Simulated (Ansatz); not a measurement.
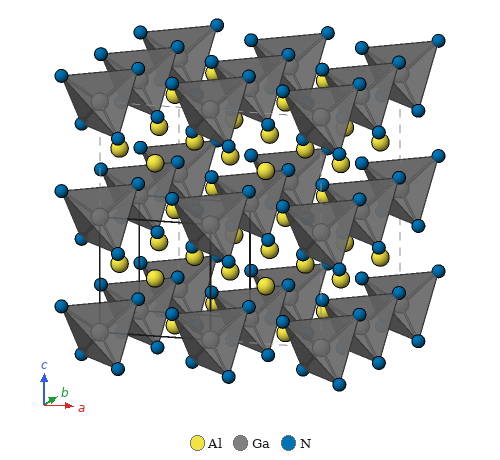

Polyhedra are drawn about Ga (bonds: Ga–N below 2.2 Å); other atoms are plain spheres.

Al₃GaN₄ (space group P-43m, No. 215). Coordinates: the geometry relaxed with DFT PBEsol, scalar-relativistic, plane waves, PAW (Ansatz 0.2.0).

What figure surrounds each Ga atom, and how are these polyhedra linked?

Answer. Ga: GaN4 tetrahedron. The tetrahedra are isolated from each other. Their corner atoms also have Al as close neighbours (those links are not drawn).
